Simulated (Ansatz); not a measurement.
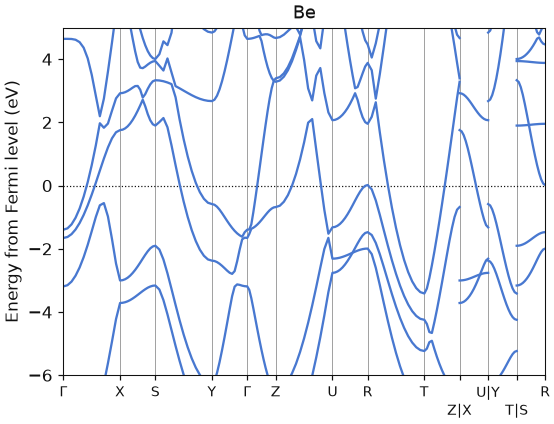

Band structure. Energies are counted from the Fermi level.

System: Be, space group Pmmm, 3 atoms in the cell.

Space group Pmmm (No. 47). a = 2.104 Å, b = 3.382 Å, c = 4.175 Å, α = 90.00°, β = 90.00°, γ = 90.00°
```tsv
atom	site	symmetry	x	y	z
Be	2t	mm2	0.5000	0.5000	0.2466
Be	1a	mmm	0.0000	0.0000	0.0000
```

Ansatz; DFT PBE, scalar-relativistic, plane waves, PAW, no spin polarisation, 22×14×12 k mesh, 420 eV cutoff, Gaussian smearing of 0.1 eV.

### Does this material conduct, going by its bands?

A metal: 2 bands cross the Fermi level along this path.

### Which levels at Z lie nearest to the Fermi level?

At Z the nearest levels lie 0.68 eV below and 3.28 eV above the Fermi level.

The structure is an invented one, so it need not be a known or stable phase.
